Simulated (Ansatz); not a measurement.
The crystal is GaN (P6_3mc).

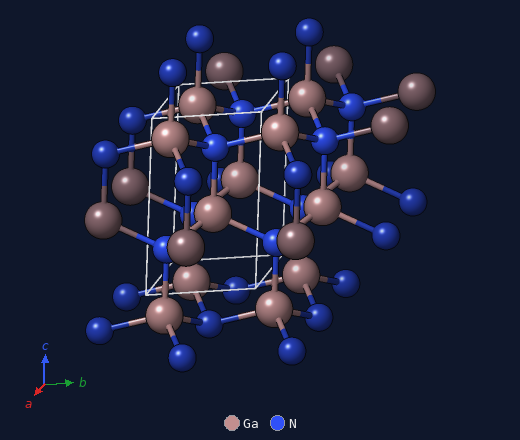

The structure (gallium pink, nitrogen blue). 2×2×1 cells are drawn. Some periodic images of atoms are drawn too.

The database entry behind the starting cell has ideal inner coordinates that were not refined, so it need not match the best structure at ambient conditions.

The structure is hexagonal, space group P6_3mc (No. 186). The conventional cell has a = 3.190 Å, b = 3.190 Å, c = 5.189 Å, α = 90.00°, β = 90.00°, γ = 120.00°. Ga has 4 N at 1.95 Å nearest. Nearest to N lie 4 Ga at 1.95 Å. Farther neighbours and most contacts between anions are not listed.

```
Ga N
1.0
     3.19000    0.00000    0.00000
    -1.59500    2.76262    0.00000
     0.00000    0.00000    5.18900
Ga N
2 2
Direct
  0.66667 0.33333 0.00000
  0.33333 0.66667 0.50000
  0.66667 0.33333 0.37500
  0.33333 0.66667 0.87500
```

The cell and positions come from the Crystallography Open Database and are kept as given unless a step says otherwise. PAW set soft_1, made with PBE.

Gaps computed with Ansatz 0.2.0 without a self-energy: LDA 1.90 eV, PBE 1.89 eV, PBE+SOC 1.89 eV, r2SCAN 2.31 eV, HSE06 3.15 eV, PBE0 3.84 eV and DDH-PBE0 3.21 eV. The mean ε∞ by PBE perturbation theory is 5.84.

Q: What gap should G0W0 on PBE give (6×6×4 mesh, 293 empty bands, screening to 200 eV, default PAW files)?

About 3.05 eV: on its mesh the run moves the gap from 1.89 eV by +1.16 eV. Among the scalar-relativistic levels given, HSE06 is nearest (+0.10 eV). One-shot corrections scale roughly with one over ε∞, here 0.17. Bands and cutoff are finite, so the gap is not at the basis limit. The miss can reach some tenths of an eV and take either sign; the mesh is an error of its own. The many-body steps are scalar-relativistic: spin-orbit coupling is not in them.

[Paths, hosts, dates, memory and timing lines, banners, echoed tables and standing remarks are left out of the program output.]

[Logs are printed without paths, hosts, clocks, repeated set-up lines and the standing remarks that a program may print on its own settings, such as how far it seeks lower states.]

[Runs of the session that timed out or met a known fault of the program may be left out.]

[Cells called generated may have been cut or substituted from an entry of the Crystallography Open Database or the Materials Project.]

[Hosts, paths, dates, database ids (printed as entryN), source tags and the programs' standing remarks are cut or masked in the printed files.]
